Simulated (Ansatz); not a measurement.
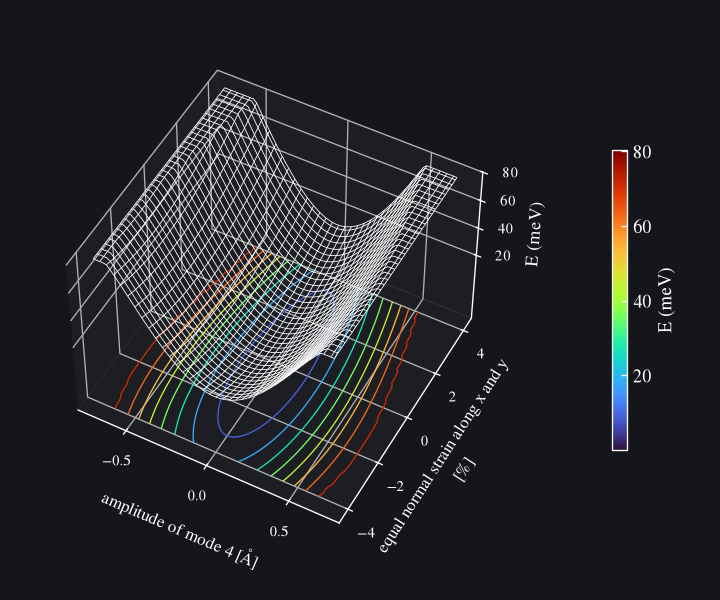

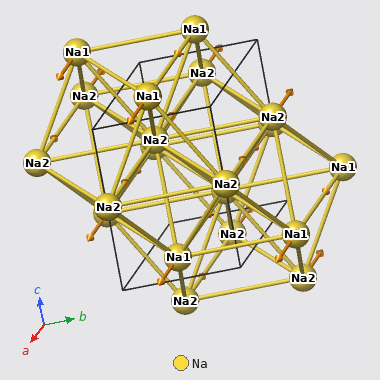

Energy landscape of Na (P6_3/mmc, No. 194; 2 atoms in the cell). The energy is mapped over a normal mode and a strain (zone-centre modes of the 2-atom cell of this scan) (x along [1 0 0], y along [1 2 0], z along [0 0 1] of the conventional cell). Coordinates scanned: (1) amplitude of mode 4 (58 cm⁻¹), largest displacement in the unstrained cell; (2) equal normal strain along x and y. Nothing is relaxed (the pattern is fixed in fractional coordinates). The scan uses a 7 × 7 grid; 28 points were computed and 21 follow by symmetry. Points are written as (first, second). Energies are in meV per cell, from the lowest grid point. Level of theory: DFT LDA, scalar-relativistic, plane waves, PAW in Ansatz 0.2.0. Settings: cutoff 520 eV, k-mesh 15×15×8 in the order of the run's cell vectors, gaussian smearing 0.15 eV, no spin polarisation.

In the figure: a relief with its contours projected below, any walls above the top of the colour scale cut off. Between grid points the surface is interpolated. The second picture is the structure at the lowest point

**What does the map say about the system?**

The lowest grid point is at (0.000 Å, 0.00 %). No other kind of well shows on this grid. The highest grid point, (−0.700 Å, 4.00 %), lies 111 meV above the lowest.

Grid values (meV):

| second ↓, first → | −0.700 | −0.467 | −0.233 | 0.000 | 0.233 | 0.467 | 0.700 |
| --- | --- | --- | --- | --- | --- | --- | --- |
| 4.00 | 111 | 71 | 30 | 13 | 30 | 71 | 111 |
| 2.67 | 100 | 61 | 22 | 6 | 22 | 61 | 100 |
| 1.33 | 91 | 54 | 17 | 2 | 17 | 54 | 91 |
| 0.00 | 85 | 50 | 15 | 0 | 15 | 50 | 85 |
| −1.33 | 82 | 49 | 15 | 1 | 15 | 49 | 82 |
| −2.67 | 83 | 52 | 20 | 6 | 20 | 52 | 83 |
| −4.00 | 88 | 58 | 28 | 15 | 28 | 58 | 88 |

The input of one point:

```yaml
crystal:
  lattice:
    - [3.6209798977, 0.0, 0.0]
    - [-1.8104899489, 3.135860578, 0.0]
    - [0.0, 0.0, 5.8981745703]
  atoms:
    - { symbol: Na, position: [0.3333333333, 0.6666666667, 0.25] }
    - { symbol: Na, position: [0.6666666667, 0.3333333333, 0.75] }
basis:
  ecutwfc: 520.0
kpoints:
  mp_grid: { grid: [15, 15, 8] }
hamiltonian:
  xc: lda
  pseudopotentials: { kind: paw }
scf:
  occupations: { method: gaussian, width: 0.15 }
output:
  forces: true
  stress: true
  eigenvalues: true
```

Time for the 28 points that were run: 18 min on 1 thread of Arm Neoverse N1 (shared host).
